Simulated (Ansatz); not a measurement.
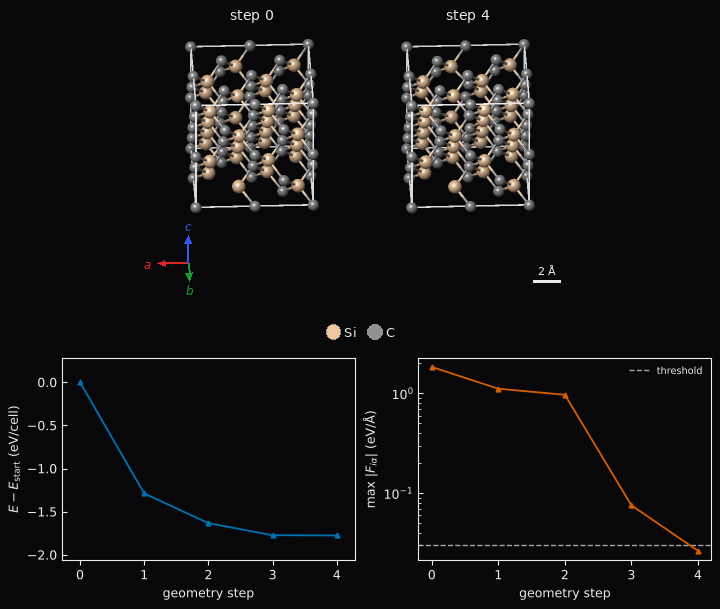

First and last geometry of a relaxation of a defect cell of composition Si₃₁C₃₂, with the history of the run. A ball-and-stick model of the cell of the calculation (origin shifted), seen from a free direction.

Theory: DFT, PBEsol, PAW, plane waves (Ansatz 0.2.0). Set-up: plane-wave cutoff 420 eV; k-point mesh 1 × 1 × 1; mesh shifted by (0.25, 0.25, 0.25); no spin polarisation; atoms relaxed in a fixed cell; force threshold 0.03 eV/Å; at most 80 steps.

Q: What do the curves and the structures tell?

A: It converged. The largest move is that of a C atom, 0.24 Å roughly along [−1 1 −1]. By element the largest moves are C 0.24 Å, Si 0.07 Å. The cell doesn't change. Near-neighbour distances that change, for instance: C–Si 1.928 → 1.808 Å, C–Si 1.960 → 1.882 Å, C–Si 1.844 → 1.923 Å, C–Si 1.885 → 1.808 Å. Bond angles that change, for instance: C–Si–C 112.3° → 102.3°, Si–C–Si 105.8° → 115.6°, C–Si–C 111.2° → 102.6°. The energy falls by 1.775 eV per cell of the calculation in 4 geometry steps. Largest force component: 1.8 eV/Å at the start, 0.026 eV/Å at the end. The run took 24 s on 7 threads of Arm Neoverse-V2, peak memory 1.2 GiB.
